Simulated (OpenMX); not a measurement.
**CuO: 7 runs along one coordinate**

System: CuO (C2/c, 4 atoms in the cell).
Method: Kohn-Sham DFT of a periodic cell, PBE, OpenMX 2013 PBE set, no spin polarisation (OpenMX 3.8.5).

The 7 runs differ only in the geometry, by an even scaling of the cell at fixed fractional positions. The structure derives from an entry of the Crystallography Open Database.

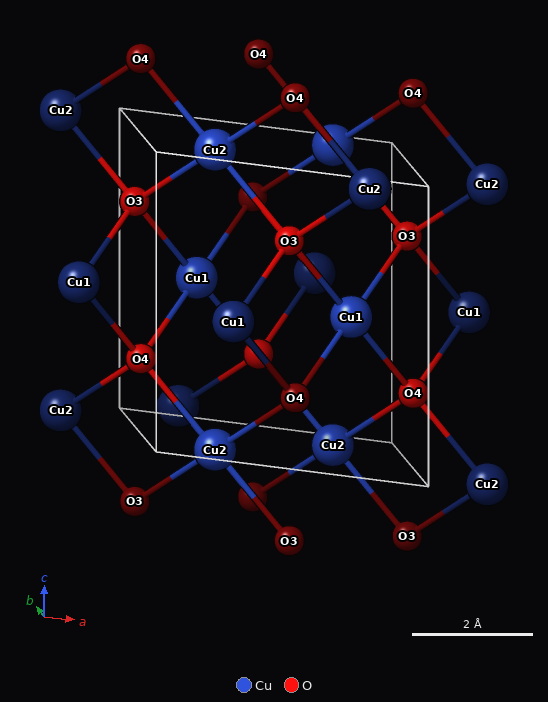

Figure 1. The structure of run 4 (ball-and-stick view of the cell 2 times as large as that of the calculation, set on its symmetry axes, seen slightly off an axis; neighbours outside the cell are drawn fainter; atoms are numbered from 1 in the order of the input).

### Input of run 4
```
System.CurrrentDirectory             ./
System.Name                          CuO
DATA.PATH                            ./DFT_DATA13
level.of.stdout                      1
level.of.fileout                     0
Species.Number                       2
<Definition.of.Atomic.Species
  Cu  Cu6.0H-s3p2d2          Cu_PBE13H
  O   O6.0-s2p2d1            O_PBE13
Definition.of.Atomic.Species>

Atoms.Number                         4
Atoms.SpeciesAndCoordinates.Unit     FRAC
<Atoms.SpeciesAndCoordinates
    1  Cu    0.5000000000    0.0000000000    0.5000000000   9.500  9.500
    2  Cu    0.0000000000    0.5000000000    0.0000000000   9.500  9.500
    3  O     0.4184000000    0.5816000000    0.7500000000   3.000  3.000
    4  O     0.5816000000    0.4184000000    0.2500000000   3.000  3.000
Atoms.SpeciesAndCoordinates>

Atoms.UnitVectors.Unit               Ang
<Atoms.UnitVectors
     2.3418500000   -1.7113000000    0.0000000000
     2.3418500000    1.7113000000    0.0000000000
    -0.8500274268    0.0000000000    5.0578693947
Atoms.UnitVectors>

scf.XcType                           GGA-PBE
scf.SpinPolarization                 off
scf.ElectronicTemperature            580.226
scf.energycutoff                     500.0
scf.maxIter                          100
scf.EigenvalueSolver                 band
scf.Kgrid                            11 11 5
scf.Mixing.Type                      rmm-diisk
scf.Init.Mixing.Weight               0.05
scf.Min.Mixing.Weight                0.001
scf.Max.Mixing.Weight                0.3
scf.Mixing.History                   25
scf.Mixing.StartPulay                8
scf.criterion                        1.0e-8
scf.stress.tensor                    on
MD.Type                              nomd
```

Command:
```bash
openmx CuO.dat -nt 1 > CuO.std
```

Lattice vectors (Å) and fractional positions of run 4:
```
   2.341850   -1.711300    0.000000
   2.341850    1.711300    0.000000
  -0.850027    0.000000    5.057869
Cu  0.500000 -0.000000  0.500000
Cu  0.000000  0.500000  0.000000
O   0.418400  0.581600  0.750000
O   0.581600  0.418400  0.250000
```

Run 6 has the same physical settings and fractional positions; its lattice vectors (Å) are:
```
   2.372667   -1.733820    0.000000
   2.372667    1.733820    0.000000
  -0.861213    0.000000    5.124428
```

### Results, with one run withheld

| run | volume per atom (Å³) | free energy per atom, from the lowest run given (meV) |
| --- | --- | --- |
| 1 | 9.527 | 70.48 |
| 2 | 9.730 | 45.39 |
| 3 | 9.932 | 26.42 |
| 4 | 10.135 | 12.91 |
| 5 | 10.338 | 4.34 |
| 6 | 10.540 | ? |
| 7 | 10.743 | 0.00 |

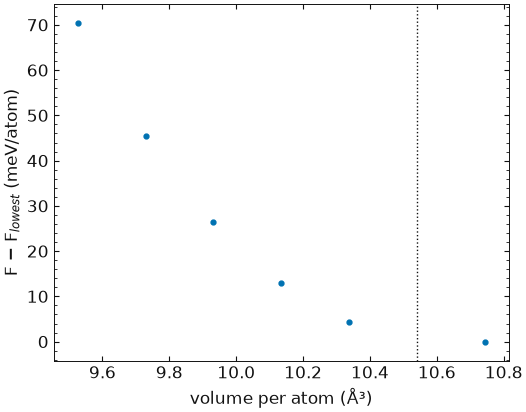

Figure 2. Free energy per atom of the runs given; the dotted line marks run 6.

Fit the runs given and predict run 6.

A cubic polynomial in V^(−2/3) (the Birch–Murnaghan form), fitted to the 6 runs given, misses them by at most 0.03 meV per atom. With x = V^(−2/3) − 0.21467 Å⁻², it reads F = 17.685 + 4491.7 x + 2.8221e+05 x² + 3.779e+05 x³ (meV per atom). At run 6 it gives 0.18 meV per atom, and the run itself gives 0.17. The fit has its minimum at 10.650 Å³ per atom, where V d²F/dV² gives 156 GPa. Cell shape and fractional positions are held, so this is the stiffness under even scaling; the relaxed bulk modulus wasn't computed.

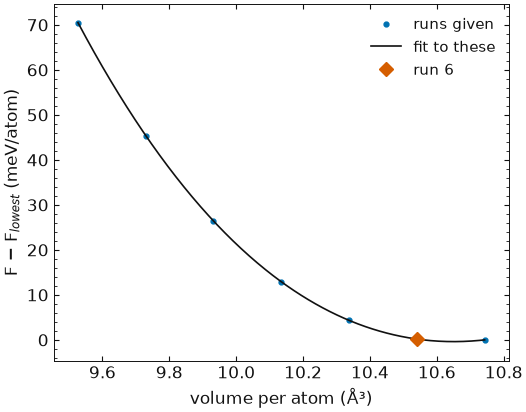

Figure 3. The fit and the withheld run.

### Some lines of the output (run 6)
```
[...]
  Cell_Volume =    284.519919781643 (Bohr^3)
        Total energy (Hartree) at MD = 1
   kloop=0
   kloop=1
   kloop=302
```

Notes: The run has no spin polarisation, so a magnetic state may lie lower. With a small basis of atomic orbitals these values can differ much from converged plane-wave results.
